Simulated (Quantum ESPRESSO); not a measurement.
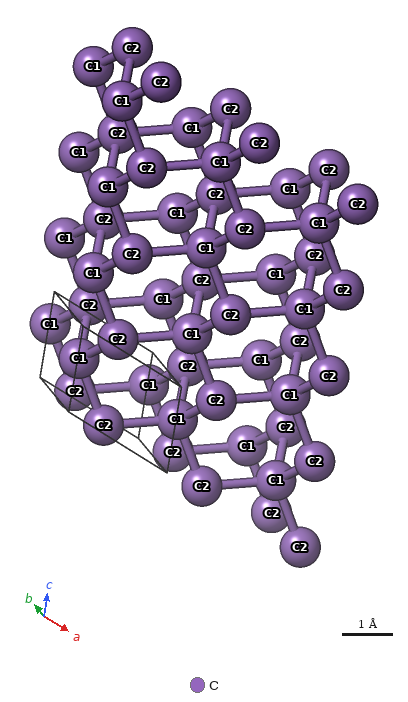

Figure 1. The input geometry (ball-and-stick view of the reduced cell, repeated 3 × 2 × 4, seen slightly off an axis; atoms are numbered from 1 in the order of the input). An atom can appear more than once, as a periodic image.

# Geometry relaxation of C

- system: C (I4₁/amd, 2 atoms in the cell)
- method: Kohn-Sham DFT of a periodic cell, PBE, SSSP 1.3 efficiency PBE, no spin polarisation (Quantum ESPRESSO 7.5)

The structure derives from an entry of the Crystallography Open Database.

Input:
```
&CONTROL
  calculation = 'relax'
  prefix = 'pwscf'
  outdir = './tmp'
  pseudo_dir = './pseudo'
  tprnfor = .true.
  tstress = .true.
  disk_io = 'low'
  nstep = 40
  forc_conv_thr = 0.0004
  etot_conv_thr = 1d-05
/
&SYSTEM
  ibrav = 0
  nat = 2
  ntyp = 1
  ecutwfc = 55
  ecutrho = 440
  nbnd = 9
  occupations = 'smearing'
  smearing = 'fd'
  degauss = 0.00367493
/
&ELECTRONS
  conv_thr = 4d-10
  electron_maxstep = 120
  mixing_beta = 0.5
/
&IONS
  ion_dynamics = 'bfgs'
/
ATOMIC_SPECIES
C     12.0110 C.pbe-n-kjpaw_psl.1.0.0.UPF
CELL_PARAMETERS bohr
   0.0000000000    3.3363800701    3.3700808789
   3.3363800701    0.0000000000    3.3700808789
   3.3363800701    3.3363800701    0.0000000000
ATOMIC_POSITIONS bohr
C      5.0045701051    5.0045701051    5.0551213183
C      3.3363800701    3.3363800701    3.3700808789
K_POINTS automatic
13 13 13 0 0 0
```

Launched with:
```bash
OMP_NUM_THREADS=1 pw.x -in pw.in > pw.out
```

Log:
```
This program is part of the open-source Quantum ESPRESSO suite
     for quantum simulation of materials; please cite
         "P. Giannozzi et al., J. Phys.:Condens. Matter 21 395502 (2009);
         "P. Giannozzi et al., J. Phys.:Condens. Matter 29 465901 (2017);
         "P. Giannozzi et al., J. Chem. Phys. 152 154105 (2020);
          URL
     in publications or presentations arising from this work. More details at

     file C.pbe-n-kjpaw_psl.1.0.0.UPF: wavefunction(s)  2S 2P renormalized
     Message from routine setup:
     using ibrav=0 with symmetry is DISCOURAGED, use correct ibrav instead

     G-vector sticks info
     --------------------
     sticks:   dense  smooth     PW     G-vecs:    dense   smooth      PW
     Sum         673     349    121                11687     4143     869

     Using Slab Decomposition

     bravais-lattice index     =            0
     lattice parameter (alat)  =       4.7422  a.u.
     unit-cell volume          =      75.0277 (a.u.)^3
     number of atoms/cell      =            2
     number of atomic types    =            1
     number of electrons       =         8.00
     number of Kohn-Sham states=            9
     kinetic-energy cutoff     =      55.0000  Ry
     charge density cutoff     =     440.0000  Ry
     scf convergence threshold =      4.0E-10
     mixing beta               =       0.5000
     number of iterations used =            8  plain     mixing
     energy convergence thresh.=      1.0E-05
     force convergence thresh. =      4.0E-04
     Exchange-correlation= SLA  PW   PBX  PBC
                           (   1   4   3   4   0   0   0)
     nstep                     =           40

     celldm(1)=   4.742244  celldm(2)=   0.000000  celldm(3)=   0.000000
     celldm(4)=   0.000000  celldm(5)=   0.000000  celldm(6)=   0.000000

     crystal axes: (cart. coord. in units of alat)
               a(1) = (   0.000000   0.703545   0.710651 )
               a(2) = (   0.703545   0.000000   0.710651 )
               a(3) = (   0.703545   0.703545   0.000000 )

     reciprocal axes: (cart. coord. in units 2 pi/alat)
               b(1) = ( -0.710687  0.710687  0.703580 )
               b(2) = (  0.710687 -0.710687  0.703580 )
               b(3) = (  0.710687  0.710687 -0.703580 )

     PseudoPot. # 1 for C  read from file:
     C.pbe-n-kjpaw_psl.1.0.0.UPF
     Pseudo is Projector augmented-wave + core cor, Zval =  4.0
     Generated using "atomic" code by A. Dal Corso  v.5.1
     Shape of augmentation charge: PSQ
     Using radial grid of 1073 points,  4 beta functions with:
                l(1) =   0
                l(2) =   0
                l(3) =   1
                l(4) =   1
     Q(r) pseudized with 0 coefficients

     atomic species   valence    mass     pseudopotential
     C                 4.00    12.01100     C ( 1.00)

     16 Sym. Ops., with inversion, found ( 8 have fractional translation)

   Cartesian axes

     site n.     atom                  positions (alat units)
         1        C      tau(   1) = (   1.0553169   1.0553169   1.0659767  )
         2        C      tau(   2) = (   0.7035446   0.7035446   0.7106511  )

     number of k points=   196  Fermi-Dirac smearing, width (Ry)=  0.0037

     Number of k-points >= 100: set verbosity='high' to print them.

     Dense  grid:    11687 G-vectors     FFT dimensions: (  32,  32,  32)

     Smooth grid:     4143 G-vectors     FFT dimensions: (  24,  24,  24)

     Check: negative core charge=   -0.000002

     Initial potential from superposition of free atoms

     starting charge       7.9999, renormalised to       8.0000
     Starting wfcs are    8 randomized atomic wfcs +    1 random wfcs

     Self-consistent Calculation

     iteration #  1     ecut=    55.00 Ry     beta= 0.50
     Davidson diagonalization with overlap
     ethr =  1.00E-02,  avg # of iterations =  4.3

     total energy              =     -36.86735107 Ry
     estimated scf accuracy    <       0.12114082 Ry

     iteration #  2     ecut=    55.00 Ry     beta= 0.50
     Davidson diagonalization with overlap
     ethr =  1.51E-03,  avg # of iterations =  1.1

     total energy              =     -36.86483005 Ry
     estimated scf accuracy    <       0.01760138 Ry

     iteration #  3     ecut=    55.00 Ry     beta= 0.50
     Davidson diagonalization with overlap
     ethr =  2.20E-04,  avg # of iterations =  1.8

     total energy              =     -36.86639800 Ry
     estimated scf accuracy    <       0.00018336 Ry

     iteration #  4     ecut=    55.00 Ry     beta= 0.50
     Davidson diagonalization with overlap
     ethr =  2.29E-06,  avg # of iterations =  4.6

     total energy              =     -36.86642992 Ry
     estimated scf accuracy    <       0.00000771 Ry

     iteration #  5     ecut=    55.00 Ry     beta= 0.50
     Davidson diagonalization with overlap
     ethr =  9.64E-08,  avg # of iterations =  2.0

     total energy              =     -36.86643115 Ry
     estimated scf accuracy    <       0.00000019 Ry

     iteration #  6     ecut=    55.00 Ry     beta= 0.50
     Davidson diagonalization with overlap
     ethr =  2.40E-09,  avg # of iterations =  1.8

     total energy              =     -36.86643116 Ry
     estimated scf accuracy    <       0.00000003 Ry

     iteration #  7     ecut=    55.00 Ry     beta= 0.50
     Davidson diagonalization with overlap
     ethr =  4.09E-10,  avg # of iterations =  1.3

     End of self-consistent calculation

     Number of k-points >= 100: set verbosity='high' to print the bands.

     the Fermi energy is    15.9510 ev

!    total energy              =     -36.86643116 Ry
     total all-electron energy =      -152.394627 Ry
     estimated scf accuracy    <          5.7E-11 Ry
     smearing contrib. (-TS)   =       0.00000000 Ry
     internal energy E=F+TS    =     -36.86643116 Ry

     The total energy is F=E-TS. E is the sum of the following terms:
     one-electron contribution =       8.69839504 Ry
     hartree contribution      =       1.91924471 Ry
     xc contribution           =      -9.41059095 Ry
     ewald contribution        =     -25.74701739 Ry
     one-center paw contrib.   =     -12.32646257 Ry

     convergence has been achieved in   7 iterations

     Forces acting on atoms (cartesian axes, Ry/au):

     atom    1 type  1   force =     0.00000000    0.00000000    0.00000000
     atom    2 type  1   force =     0.00000000    0.00000000    0.00000000

     Total force =     0.000000     Total SCF correction =     0.000000

     Computing stress (Cartesian axis) and pressure

          total   stress  (Ry/bohr**3)                   (kbar)     P=      111.69
   0.00097824  -0.00000000   0.00000000          143.90       -0.00        0.00
  -0.00000000   0.00097824   0.00000000           -0.00      143.90        0.00
   0.00000000   0.00000000   0.00032119            0.00        0.00       47.25

     BFGS Geometry Optimization
     Energy error            =      0.0E+00 Ry
     Gradient error          =      0.0E+00 Ry/Bohr

     bfgs converged in   1 scf cycles and   0 bfgs steps
     (criteria: energy <  1.0E-05 Ry, force <  4.0E-04 Ry/Bohr)

     End of BFGS Geometry Optimization

     Final energy             =     -36.8664311647 Ry
Begin final coordinates

ATOMIC_POSITIONS (bohr)
C                5.0045701051        5.0045701051        5.0551213183
C                3.3363800701        3.3363800701        3.3700808789
End final coordinates

=------------------------------------------------------------------------------=
   JOB DONE.
=------------------------------------------------------------------------------=
```

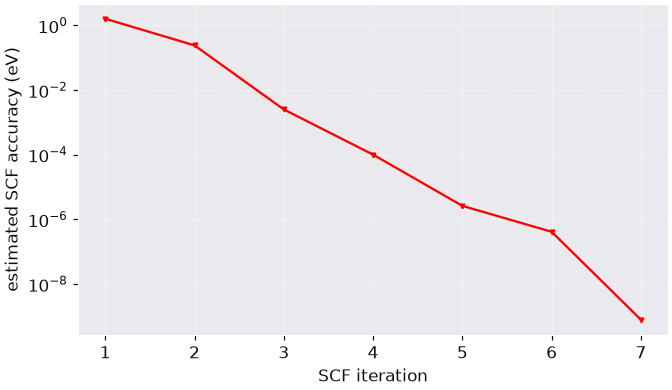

Figure 2. Convergence of the self-consistent field: estimated SCF accuracy against the iteration. The field takes 7 iterations in all.

Results in brief:

| quantity | value |
| --- | --- |
| outcome | converged |
| space group (tolerance 0.01 Å) | I4₁/amd (141) |
| electrons treated | 8 |
| free energy | −501.5933 eV |
| Fermi energy | 15.951 eV |
| gap on the k-point mesh | 4.07 eV |
| pressure | 11.17 GPa |
| final volume | 11.12 Å³ |
| largest force (length of the vector) | under 0.001 eV/Å |
| hardware | 1 thread of Arm Neoverse V1, 24 GiB of memory available, shared host |
| wall time | 12 s |
| peak memory | 0.05 GiB |
